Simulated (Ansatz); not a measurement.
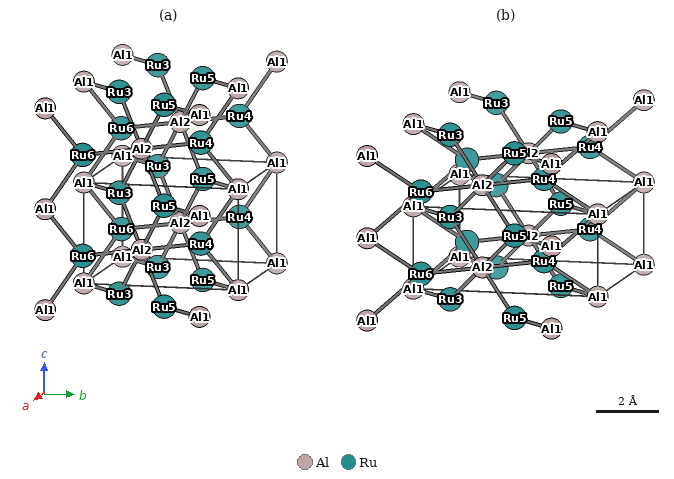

The structure of crystalline AlRu$_{2}$ (built on the rutile_136 type) (coarse preliminary run) before (left) and after (right) a relaxation, at one scale.

The picture is a ball-and-stick view of the cell of the calculation, repeated 2 × 1 × 2 with one cell outlined, seen slightly off an axis.

Case: rutile type (P4_2/mnm, No. 136).

Method: DFT PBE, scalar-relativistic, plane waves, PAW in Ansatz 0.2.0. Set-up: plane-wave cutoff 420 eV; k-point mesh 4 × 4 × 6; occupations gaussian; smearing width 0.1 eV; no spin polarisation; cell and atoms relaxed; force threshold 0.04 eV/Å; at most 70 steps.

**Summarise the run.**

The largest moves relative to the cell, 0.34 Å, are those of Ru3, Ru4, Ru5 and Ru6. Ru4 goes along [1 −1 0]. Al stays in place. The volume changes by +16.3 %, with a = b 5.133 → 6.131 Å (+19.4 %), c 3.306 → 2.695 Å (−18.5 %). Some distances before and after: Ru3–Ru5 2.816 → 4.040 Å, Ru3–Ru3 3.306 → 2.695 Å, Al1–Ru4 2.172 → 2.428 Å, Al1–Ru3 2.221 → 2.315 Å. Bond angles that change, for instance: Ru4–Al1–Ru6 80.9° → 112.6°, Ru4–Al1–Ru4 99.1° → 67.4°, Al2–Ru3–Al2 99.1° → 67.4°. The space group stays P4_2/mnm (No. 136). Over 9 accepted moves (11 points after the start) the energy falls by 618 meV per atom. Largest force component: 1.7 eV/Å at the start, 0.013 eV/Å at the end. Pressure: 38.09 GPa at the start and 0.21 GPa at the end. At 2 points the geometry stayed and the basis and grid were re-selected for the new cell (energy shift of 26.8 meV per atom at most each time). The run took 35 s on 1 thread of Intel(R) Xeon(R) 6975P-C (Granite Rapids) (shared host), peak memory 0.45 GiB.
